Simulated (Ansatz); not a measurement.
Input

```
crystal:
  lattice:
    - [0.0, 2.5975028127, 2.5975028127]
    - [2.5975028127, 0.0, 2.5975028127]
    - [2.5975028127, 2.5975028127, 0.0]
  atoms:
    - { symbol: Sr, position: [0.0, 0.0, 0.0] }
    - { symbol: O, position: [0.5, 0.5, 0.5] }
basis:
  ecutwfc: 420
kpoints:
  mp_grid: { grid: [8, 8, 8] }
hamiltonian:
  xc: pbe
scf:
  occupations: { method: fixed }
output:
  forces: true
  stress: true
  eigenvalues: true
  write_density: true
  write_potential: true
  elf: true
  volumetric_format: npy
relax:
  adjacent_minimum: "off"
  f_tol: 0.001
  max_steps: 60
  cell: { stress_tol: 0.02, p_target: -1.0 }
```

Launched as:

```sh
ansatz run input.yaml --threads 1 --pin off --max-ram 1228MiB --backend cpu --events-out ev --progress --plain --runs-dir out
```

Below, planes, directions and counts refer to the conventional cell (a = 5.22 Å, b = 5.22 Å, c = 5.22 Å, α = 90.00°, β = 90.00°, γ = 90.00°).

The fields are those of the run's last geometry, not of the input's.

Space group Fm-3m.

These are results of DFT PBE, scalar-relativistic, plane waves, PAW (Ansatz 0.2.0), not measurements.

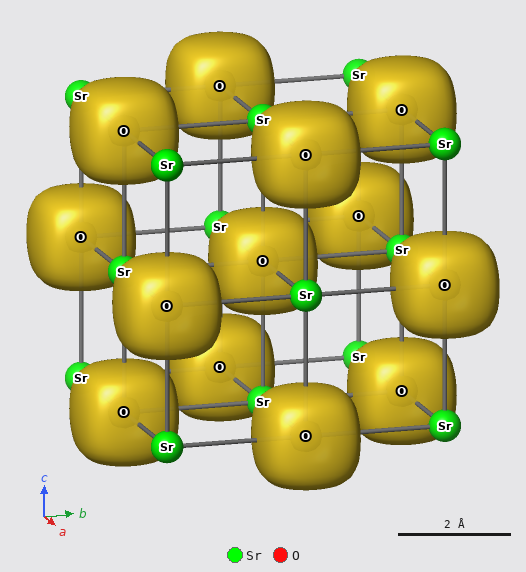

SrO. Isosurface of the ELF at 0.6 (yellow), seen slightly off an axis. Core shells and regions of very low density are left out. Sticks mark near contacts.

In a PAW calculation such maps are meaningful between the atoms, not at the nuclei.

Q: What do the ELF domains correspond to?

A: The ELF exceeds this value in four regions wrapped around O (the valence shell of each), counted in one cell of 8 atoms. Any copies at cell faces, edges or corners count once.

Values along the shortest contacts:
Sr–O (2.61 Å): the ELF is about 0.10 at the midpoint: a largely ionic contact.

Q: Metal or insulator at this level of theory?

A: It is gapped, with a Kohn–Sham gap of 3.3 eV on the k-point mesh (the band edges may lie off the mesh, which would make the gap smaller).
